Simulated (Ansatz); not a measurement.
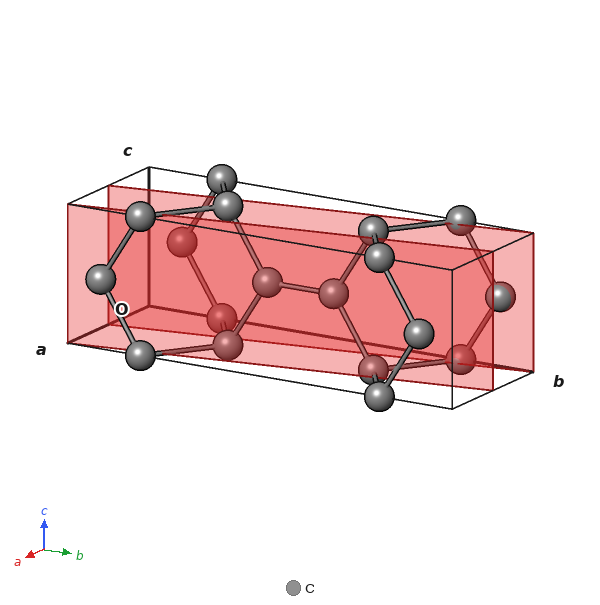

Crystal: C, the end point of a relaxation with DFT PBE, scalar-relativistic, plane waves, PAW (Ansatz 0.2.0); the starting structure was generated, so it need not be a known form of this composition. Every member of one family of equally spaced planes, hx + ky + lz = a whole number, that cuts the unit cell is shaded (one member passes through the origin O, touching the cell only at an edge or corner). The drawing is computed from the coordinates (standard cell, symmetry found to 0.002 Å).

a = 2.698 Å, b = 7.818 Å, c = 2.510 Å, α = 90.00°, β = 90.00°, γ = 90.00°.

Which (hkl) family is drawn?

Answer. (2 1 0); the opposite sign names the same planes. The member next to the origin meets the axes a at 1/2, b at 1, c never.

What is the spacing?

Answer. d = 1.329 Å.

Which atoms of the cell lie in these planes (within 0.03 Å)?

Answer. No atom.
